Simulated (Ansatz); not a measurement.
KCl

```yaml
crystal:
  lattice:
    - [6.39479, 0.00000, 0.00000]
    - [0.00000, 6.39479, 0.00000]
    - [0.00000, 0.00000, 6.39479]
  atoms:
    - { symbol: K, position: [0.00000, 0.00000, 0.00000] }
    - { symbol: K, position: [0.50000, 0.50000, 0.00000] }
    - { symbol: K, position: [0.50000, 0.00000, 0.50000] }
    - { symbol: K, position: [0.00000, 0.50000, 0.50000] }
    - { symbol: Cl, position: [0.50000, 0.00000, 0.00000] }
    - { symbol: Cl, position: [0.00000, 0.50000, 0.00000] }
    - { symbol: Cl, position: [0.00000, 0.00000, 0.50000] }
    - { symbol: Cl, position: [0.50000, 0.50000, 0.50000] }
```

Space group Fm-3m; changed on purpose from its base cell (Rb replaced by K, lengths x 0.968, strained and moved within the space group).

Level of theory: DFT PBEsol, scalar-relativistic, plane waves, PAW in Ansatz.

Core electrons are frozen (PAW), and the valence fields are smoothed inside the atomic spheres.

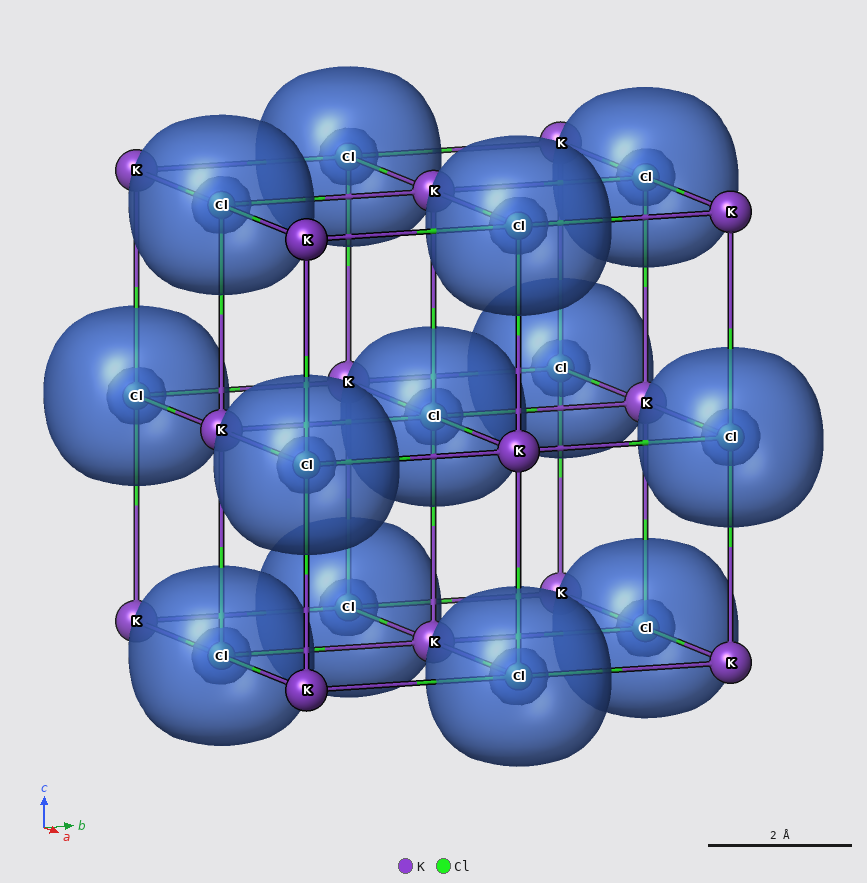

Figure 1. Isosurface of the electron localisation function at 0.7 (blue), seen slightly off an axis. Only the valence region is drawn (cores and ρ < 0.01 e/Å³ removed). Sticks mark near contacts.

Question: What do the ELF domains correspond to?

Answer: At this value the surface marks out four regions wrapped around Cl (the valence shell of each), counted in one cell of 8 atoms. Regions shared between cells count once. Profiles from the grid: K–Cl (3.20 Å): the ELF is about 0.05 at the midpoint (a closed-shell, largely ionic contact).

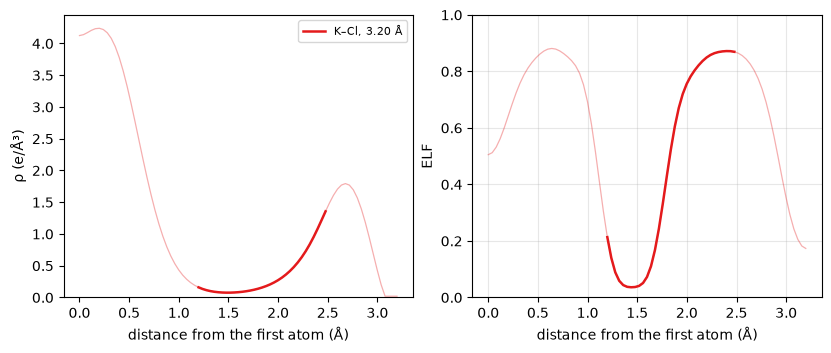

Figure 2. Valence charge density (pseudo) and ELF along straight lines between neighbouring atoms. Thin, pale parts lie inside the atomic spheres.

Question: What kind of bonding do the profiles show?

Answer: K–Cl (3.20 Å): ρ is about 0.08 e/Å³ halfway; the ELF is about 0.05 at the midpoint (an ionic contact with no shared pair).

Question: Metal or insulator at this level of theory?

Answer: It is gapped, with a Kohn–Sham gap of 4.9 eV on the k-point mesh (the band edges may lie off the mesh, which would make the gap smaller).
